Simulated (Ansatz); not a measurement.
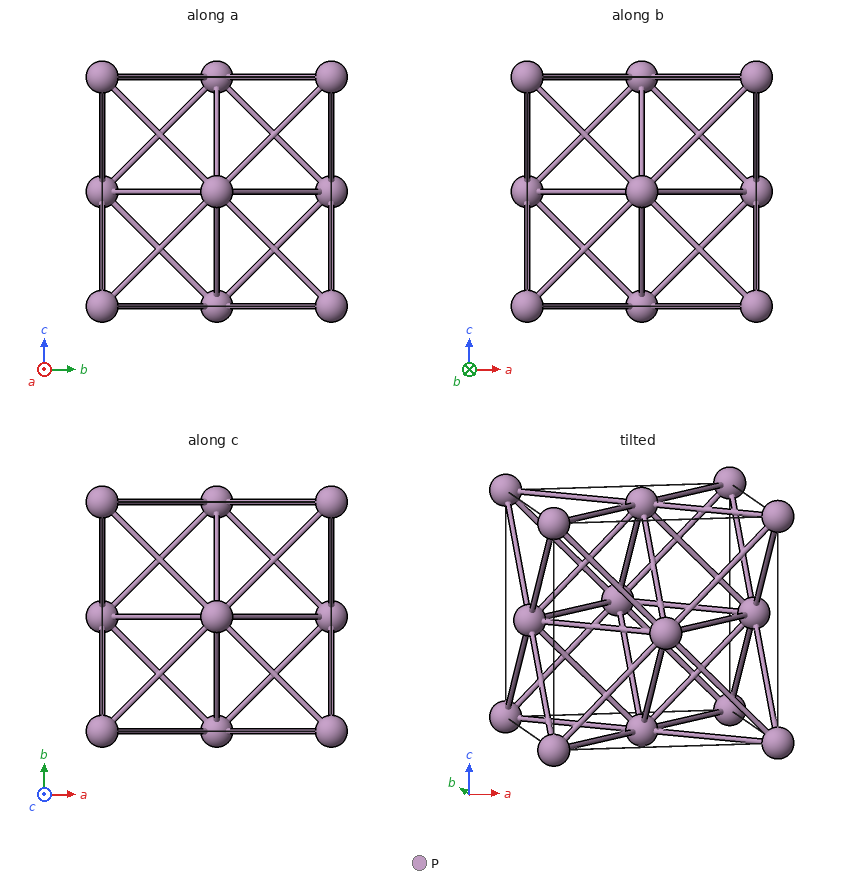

The figure gives a ball-and-stick picture of the atoms, viewed along the a axis, along the b axis, along the c axis and slightly off an axis. The conventional unit cell is outlined; an atom on or near a face, edge or corner is repeated at each equivalent position.

Lattice parameters: a = 3.8764 Å, b = 3.8764 Å, c = 3.8764 Å, α = 90.000°, β = 90.000°, γ = 90.000°.

**Transcribe the picture into a CIF with its space group and independent sites.**

```cif
data_structure
_symmetry_space_group_name_H-M 'F m -3 m'
_symmetry_Int_Tables_number 225
_cell_length_a 3.8764
_cell_length_b 3.8764
_cell_length_c 3.8764
_cell_angle_alpha 90.000
_cell_angle_beta 90.000
_cell_angle_gamma 90.000
_cell_volume 58.25
loop_
_atom_site_label
_atom_site_type_symbol
_atom_site_symmetry_multiplicity
_atom_site_Wyckoff_symbol
_atom_site_fract_x
_atom_site_fract_y
_atom_site_fract_z
_atom_site_occupancy
P1 P 4 a 0.0000 0.0000 0.0000 1
```

The model was built from a structure type filled with this element by a generator (whether the element takes this form wasn't checked). Earlier steps of the study, as a rule a relaxation of our own, may have changed the cell and positions, so they can lie some per cent off the listed ones. It went into a calculation with Ansatz.

At this level of theory the run's own cell isn't at rest (stretched, at -4 GPa), so its distances can differ from those at equilibrium, the more so the softer the solid.
